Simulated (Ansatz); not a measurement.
## Single-point calculation, with input and output: Tl11Br12 (charge −1) (part 2 of 2)

Tl11Br12 (defect cell, 23 atoms in the cell, total charge −1); DFT PBE+D3(BJ), scalar-relativistic, plane waves, PAW, no spin polarisation (Ansatz 0.2.0); cutoff 420 eV, 4×4×4 k-mesh, Gaussian smearing of 0.05 eV. The structure derives from an entry of the Crystallography Open Database. It belongs to a series of runs on one base structure; here: half-way along the straight path, unrelaxed.

Geometry of the input (Å; fractional positions):
```
7.9584  3.9792  3.9792
3.9792  -3.9792  7.9584
7.9584  -3.9792  -3.9792
Tl 0.4955  0.9886  0.4960
Tl 0.5738  0.3319  0.2460
Tl 0.2917  0.1667  0.1250
Tl 0.4194  0.6433  0.7579
Tl 0.7350  1.0120  0.7579
Tl 0.8483  0.3214  0.4921
Tl 0.9309  0.6561  0.2421
Tl 0.6524  0.6773  0.0079
Tl 1.0095  1.0014  0.0040
Tl 0.0878  0.3448  0.7540
Tl 0.1640  0.6901  0.4921
Br 0.3770  -0.0033  0.8704
Br 0.6309  -0.0033  0.1249
Br 0.7114  0.3332  0.8743
Br 0.4600  0.3332  0.6210
Br 0.5446  0.6633  0.3756
Br 0.8720  0.0001  0.3757
Br 0.9525  0.3366  0.1251
Br 0.0387  0.6701  0.8744
Br 0.7917  0.6667  0.6250
Br 0.1234  0.0001  0.6290
Br 0.2063  0.3366  0.3796
Br 0.2917  0.6667  0.1250
```

**The program's output, continued**
```
  k-point 0: bands = ["-9.3596", "-9.1767", "-9.1703", "-9.1476", "-8.8776", "-8.7385", "-8.7327", "-8.7317", "-8.7174", "-8.7111", "-8.7103", "-8.5396", "-5.5331", "-5.5097", "-5.4946", "-5.4913", "-5.4882", "-5.4833", "-5.4799", "-5.4613", "-5.4606", "-5.4577", "-5.4513", "-5.4494", "-5.4447", "-5.4435", "-5.4415", "-5.4391", "-5.4298", "-5.4259", "-5.4243", "-5.4241", "-5.4217", "-5.4159", "-5.4144", "-5.4130", "-5.4078", "-5.4050", "-5.4025", "-5.3984", "-5.3962", "-5.3938", "-5.3929", "-5.3865", "-5.3855", "-5.3843", "-5.3838", "-5.3818", "-5.3778", "-5.3747", "-5.3690", "-5.3596", "-5.3587", "-5.3322", "-5.3232", "-5.3193", "-5.3191", "-5.3178", "-5.3075", "-5.3042", "-5.3034", "-5.2937", "-5.1768", "-5.1569", "-5.1542", "-5.0877", "-5.0865", "-0.6685", "-0.4552", "-0.4515", "-0.3266", "-0.2917", "-0.2380", "-0.1940", "-0.1353", "-0.1203", "0.1578", "0.9320", "2.0157", "2.0760", "2.1119", "2.1783", "2.3677", "2.3800", "2.5259", "2.6079", "2.6837", "2.7447", "2.7678", "2.7764", "2.7865", "2.9169", "2.9880", "3.1089", "3.2049", "3.2827", "3.3919", "3.4097", "3.4565", "3.5348", "3.6034", "3.6491", "3.6724", "3.6989", "3.7072", "3.7192", "3.8085", "3.8353", "3.8494", "3.8531", "3.8897", "4.0274", "4.0419", "4.8375", "7.0588", "7.1114", "7.1389", "7.9701", "8.0046", "8.0157", "8.1994", "8.2029", "8.3460", "8.4480", "8.5027", "8.8455", "9.0001", "9.0367", "9.2851", "9.3505", "9.3915", "9.4976", "9.5073", "9.5785", "9.6305", "9.8241", "9.9669"]
  k-point 1: bands = ["-9.3493", "-9.1767", "-9.1730", "-9.1581", "-8.8708", "-8.7701", "-8.7322", "-8.7315", "-8.7170", "-8.7132", "-8.6684", "-8.5546", "-5.5288", "-5.5065", "-5.4984", "-5.4874", "-5.4855", "-5.4818", "-5.4726", "-5.4678", "-5.4670", "-5.4594", "-5.4556", "-5.4534", "-5.4455", "-5.4442", "-5.4383", "-5.4373", "-5.4326", "-5.4296", "-5.4255", "-5.4226", "-5.4200", "-5.4153", "-5.4127", "-5.4091", "-5.4072", "-5.4029", "-5.3996", "-5.3989", "-5.3967", "-5.3934", "-5.3916", "-5.3878", "-5.3859", "-5.3835", "-5.3816", "-5.3811", "-5.3781", "-5.3756", "-5.3711", "-5.3625", "-5.3557", "-5.3317", "-5.3238", "-5.3207", "-5.3188", "-5.3160", "-5.3094", "-5.3068", "-5.3059", "-5.2949", "-5.1775", "-5.1567", "-5.1543", "-5.0868", "-5.0834", "-0.6654", "-0.4883", "-0.4084", "-0.3777", "-0.3124", "-0.2416", "-0.1888", "-0.1507", "0.0148", "0.1673", "0.9152", "1.8582", "2.0637", "2.1556", "2.2974", "2.3497", "2.3749", "2.4810", "2.6040", "2.6826", "2.6997", "2.7394", "2.7716", "2.8718", "2.9063", "2.9534", "3.0762", "3.2042", "3.2642", "3.4193", "3.4566", "3.4998", "3.5231", "3.5708", "3.5996", "3.6618", "3.6772", "3.6963", "3.7164", "3.7706", "3.7904", "3.8148", "3.8692", "3.8738", "3.8996", "4.2896", "4.9025", "7.1932", "7.2661", "7.4737", "7.9394", "7.9752", "8.0564", "8.1417", "8.1846", "8.3197", "8.3616", "8.4583", "8.6354", "8.7360", "8.9504", "9.2367", "9.3017", "9.4652", "9.4689", "9.6096", "9.7414", "9.7698", "9.8720", "10.1181"]
  k-point 2: bands = ["-9.3374", "-9.1811", "-9.1756", "-9.1658", "-8.8624", "-8.7894", "-8.7321", "-8.7309", "-8.7171", "-8.7137", "-8.6324", "-8.5788", "-5.5218", "-5.5070", "-5.4990", "-5.4865", "-5.4825", "-5.4776", "-5.4762", "-5.4754", "-5.4664", "-5.4638", "-5.4530", "-5.4482", "-5.4471", "-5.4427", "-5.4403", "-5.4374", "-5.4366", "-5.4298", "-5.4241", "-5.4236", "-5.4180", "-5.4174", "-5.4158", "-5.4092", "-5.4054", "-5.4010", "-5.4007", "-5.3970", "-5.3963", "-5.3942", "-5.3879", "-5.3867", "-5.3844", "-5.3837", "-5.3807", "-5.3804", "-5.3770", "-5.3765", "-5.3710", "-5.3658", "-5.3542", "-5.3290", "-5.3241", "-5.3221", "-5.3175", "-5.3173", "-5.3144", "-5.3102", "-5.3053", "-5.2961", "-5.1782", "-5.1565", "-5.1543", "-5.0869", "-5.0795", "-0.6863", "-0.4272", "-0.4167", "-0.3491", "-0.3181", "-0.2898", "-0.2064", "-0.1804", "-0.0100", "0.3364", "0.8781", "1.8424", "2.1136", "2.1249", "2.2150", "2.2426", "2.2879", "2.5319", "2.6267", "2.6430", "2.7002", "2.7653", "2.7968", "2.8782", "2.9858", "3.0506", "3.1066", "3.1403", "3.1551", "3.2671", "3.4383", "3.4733", "3.5321", "3.5335", "3.6258", "3.6433", "3.6597", "3.7076", "3.7593", "3.8029", "3.8185", "3.8682", "3.8892", "3.8899", "4.0814", "4.1194", "4.9232", "7.5567", "7.5914", "7.6110", "7.7522", "7.7727", "7.8733", "8.0668", "8.2108", "8.3190", "8.3210", "8.5370", "8.8334", "8.8747", "8.9624", "9.1469", "9.1673", "9.3015", "9.3123", "9.6584", "9.7573", "9.8269", "9.9218", "9.9441"]
  k-point 35: bands = ["-9.3176", "-9.1996", "-9.1724", "-9.1649", "-8.8383", "-8.7941", "-8.7883", "-8.7315", "-8.7105", "-8.6556", "-8.6327", "-8.6182", "-5.5312", "-5.5131", "-5.4978", "-5.4760", "-5.4757", "-5.4690", "-5.4669", "-5.4629", "-5.4518", "-5.4497", "-5.4491", "-5.4478", "-5.4454", "-5.4437", "-5.4391", "-5.4359", "-5.4356", "-5.4299", "-5.4280", "-5.4263", "-5.4244", "-5.4190", "-5.4174", "-5.4151", "-5.4113", "-5.4103", "-5.4073", "-5.4041", "-5.4015", "-5.4015", "-5.4001", "-5.3966", "-5.3895", "-5.3879", "-5.3852", "-5.3809", "-5.3766", "-5.3755", "-5.3730", "-5.3585", "-5.3532", "-5.3233", "-5.3221", "-5.3175", "-5.3171", "-5.3139", "-5.3100", "-5.3096", "-5.3068", "-5.2899", "-5.1794", "-5.1570", "-5.1545", "-5.0863", "-5.0717", "-0.9655", "-0.4971", "-0.4396", "-0.4320", "-0.3740", "-0.1775", "-0.0235", "0.1116", "0.3573", "0.7092", "0.7639", "1.7507", "1.7658", "1.7937", "2.1219", "2.2476", "2.2675", "2.2841", "2.3940", "2.6644", "2.6652", "2.7277", "2.7377", "2.8451", "2.8694", "2.8798", "3.0133", "3.0615", "3.1548", "3.2322", "3.3560", "3.3682", "3.4196", "3.4917", "3.5526", "3.5843", "3.7524", "3.7931", "3.8250", "3.8714", "3.9444", "4.1268", "4.1420", "4.1932", "4.2887", "4.4899", "5.0711", "6.7494", "7.4650", "7.8665", "7.9404", "8.0768", "8.2410", "8.2747", "8.5205", "8.5765", "8.6322", "8.7513", "8.8240", "8.8311", "8.9569", "9.2261", "9.2502", "9.4264", "9.5123", "9.5958", "9.6163", "9.6977", "9.7401", "10.2070"]
```

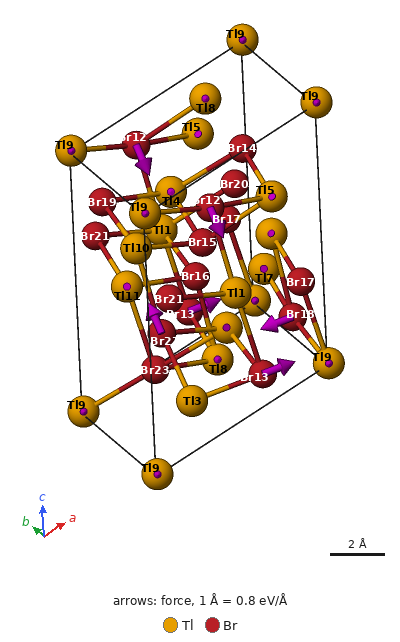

Figure 1. Forces on the atoms as pink arrows (ball-and-stick view of the cell of the calculation, seen slightly off an axis; atoms are numbered from 1 in the order of the input); the smallest are left out. The largest act on Br13, Br18 (1.07 eV/Å); Br12, Br22 (1.05 eV/Å). The geometry is not a stationary point of this energy.

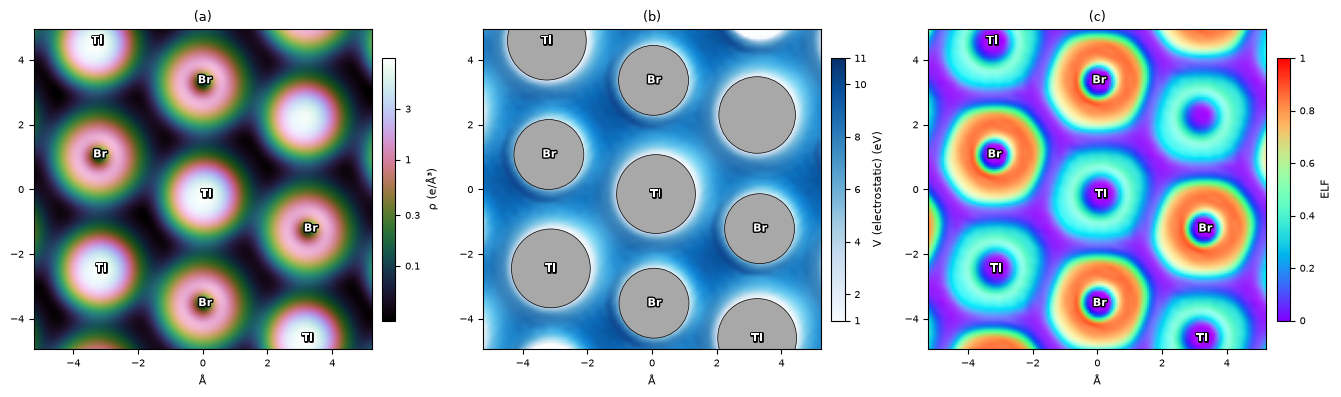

Figure 2. (a) valence electron density; (b) electrostatic potential energy of an electron; (c) electron localisation function on the (010) plane of the calculation cell. Grey discs, where drawn, cover atomic cores. The section cuts through Tl and Br sites. Away from the nuclei the density in this plane falls to 0.03 e/Å³ at its lowest. Outside the cores the potential energy rises away from the atoms and is highest about 1.9 Å from the nearest atoms; outside the discs it spans about 8 eV, and its zero is arbitrary. In a PAW calculation such maps are meaningful between the atoms, not at the nuclei.

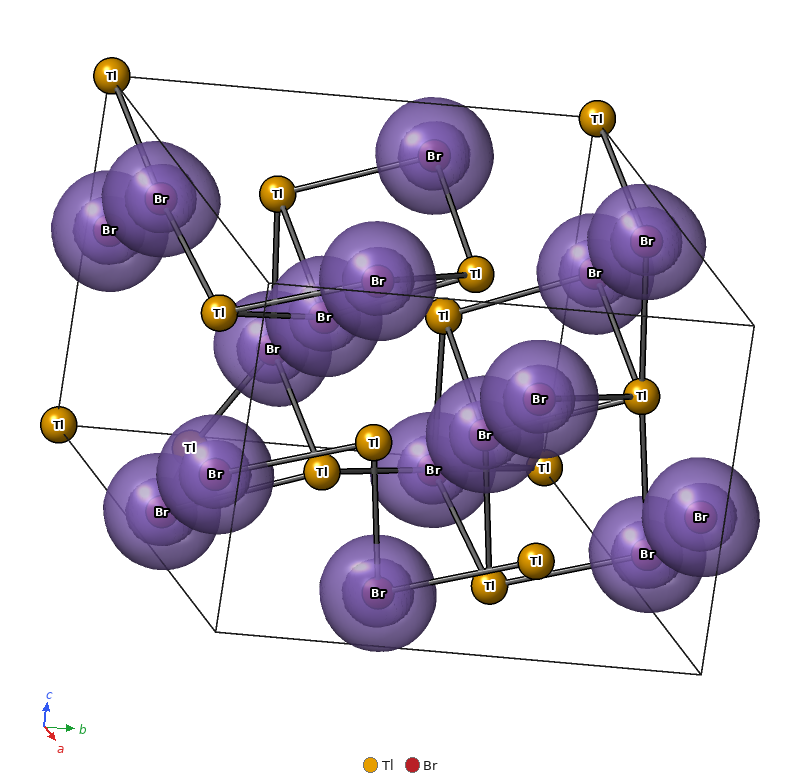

Figure 3. Isosurface of the electron localisation function at 0.8 (purple), seen at an oblique angle. Only the valence region is drawn (cores and ρ < 0.01 e/Å³ removed). Sticks mark near contacts. The outline is the calculation cell. Values along the shortest contacts: Tl–Br (2.86 Å): the ELF peaks at about 0.85 in the valence shell of Br, 0.9 Å from its nucleus, and drops to about 0.20 between the two atoms. Tl–Br (3.30 Å): the ELF peaks at about 0.90 in the valence shell of Br, 0.9 Å from its nucleus, and drops to about 0.10 between the two atoms (a largely ionic contact).

**Summary**

- outcome: converged
- electrons treated: 228
- free energy: −159302.6174 eV
- Fermi energy: 5.903 eV
- gap on the k-point mesh: 1.66 eV
- pressure: 0.73 GPa
- largest force (length of the vector): 1.071 eV/Å
- wall time: 49 s (CPU time 3.2 min)
- peak memory: 3.8 GiB

Notes on the run: the structure was made exactly symmetric. Spin–orbit coupling is left out, which matters for Tl.
